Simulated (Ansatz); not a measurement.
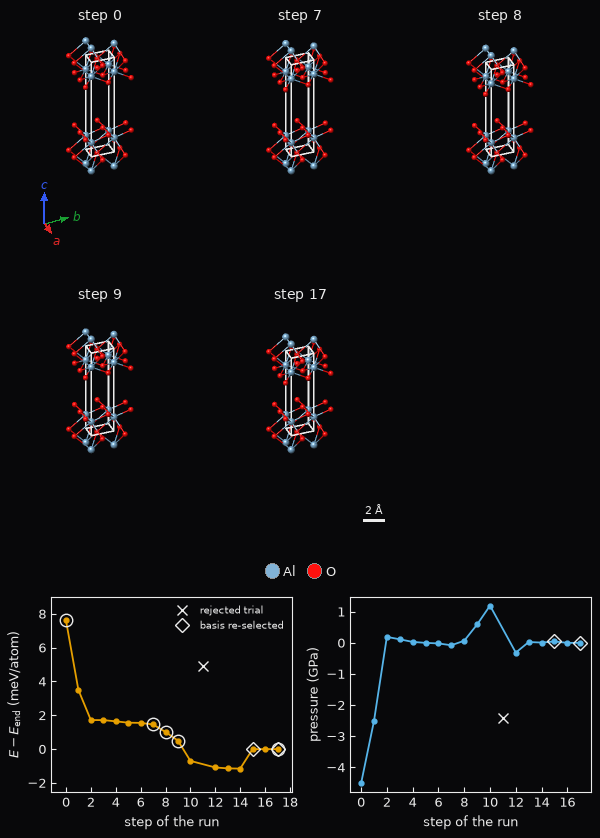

Frames of a relaxation of solid Al$_{2}$O$_{3}$ (set up in P-6m2), marked on the history of the run. Style: ball-and-stick. Shown: the cell of the calculation, slightly off an axis.

The run lets cell and atoms move.

All numbers below come from Kohn-Sham DFT of a periodic cell, r2SCAN, Ansatz PAW in Ansatz.

Input
```yaml
crystal:
  lattice:
    - [2.8843249483, 0.0, 0.0]
    - [-1.4421624742, 2.497898678, 0.0]
    - [0.0, 0.0, 9.33675446]
  atoms:
    - { symbol: Al, position: [0.0, 0.0, 0.85000767] }
    - { symbol: Al, position: [0.0, 0.0, 0.14999233] }
    - { symbol: O, position: [0.3333333333, 0.6666666667, 0.77768308] }
    - { symbol: O, position: [0.6666666667, 0.3333333333, 0.0] }
    - { symbol: O, position: [0.3333333333, 0.6666666667, 0.22231692] }
hamiltonian:
  xc: r2scan
  pseudopotentials: { kind: paw }
kpoints:
  mp_grid: { grid: [11, 11, 3] }
scf:
  occupations: { method: fermi_dirac, width: 0.05 }
output:
  forces: true
  stress: true
  eigenvalues: true
relax:
  f_tol: 0.01
  max_steps: 40
  cell: { stress_tol: 0.05 }
```

Command:
```bash
ansatz run input.yaml --threads 2 --pin off --max-ram 5632MiB --backend cpu --events-out ev --progress --plain --runs-dir out
```

> What happens along the run?

The largest moves relative to the cell, 0.35 Å, are those of O atoms. Largest moves by element: O 0.35 Å, Al 0.24 Å. The drawn cell changes as follows: a = b 2.884 → 2.856 Å (−1.0 %), c 9.337 → 7.662 Å (−17.9 %); the volume changes by −19.6 %. Some distances before and after: Al–O 2.176 → 2.154 Å, Al–O 1.797 → 1.779 Å. The space group stays P-6m2 (No. 187). The energy falls by 7.6 meV per atom in 14 accepted moves (17 points after the start). Largest force component: 0.39 eV/Å at the start, under 0.0001 eV/Å at the end. Pressure: −4.52 GPa at the start and 0.00 GPa at the end. The line search rejected the trial step at point 11 of the run. At 2 points the geometry stayed and the basis and grid were re-selected for the new cell (energy shift of 1.2 meV per atom at most each time). From step 0 to 7: O atoms move most (0.03 Å), volume −4.6 %, energy −6.2 meV per atom. From step 7 to 8: O atoms move most (0.10 Å), volume −5.0 %, energy −0.4 meV per atom. From step 8 to 9: O atoms move most (0.10 Å), volume −5.3 %, energy −0.5 meV per atom. From step 9 to 17: O atoms move most (0.14 Å), volume −6.4 %, energy −0.5 meV per atom.

```csv
step,"E − E(0), meV/atom","largest force component, eV/Å","pressure, GPa","volume, Å³/atom",note
0,0.00,0.3942,-4.52,13.454,
1,-4.11,0.2380,-2.52,13.321,
2,-5.89,0.0707,0.19,13.123,
3,-5.89,0.1123,0.11,13.124,
4,-5.97,0.0186,0.03,13.126,
5,-6.05,0.0112,0.00,13.001,
6,-6.06,0.0020,-0.02,12.985,
7,-6.15,0.0398,-0.08,12.835,
8,-6.59,0.1293,0.07,12.198,
9,-7.11,0.2096,0.59,11.556,
10,-8.30,0.1018,1.20,10.857,
11,-2.70,0.5064,-2.41,11.494,rejected
12,-8.69,0.0538,-0.31,10.883,
13,-8.75,0.0194,0.03,10.853,
14,-8.76,0.0023,0.01,10.821,
15,-7.61,0.0036,0.04,10.821,"same geometry, new basis"
16,-7.61,0.0001,0.00,10.822,
17,-7.61,0.0001,0.00,10.822,"same geometry, new basis"
```
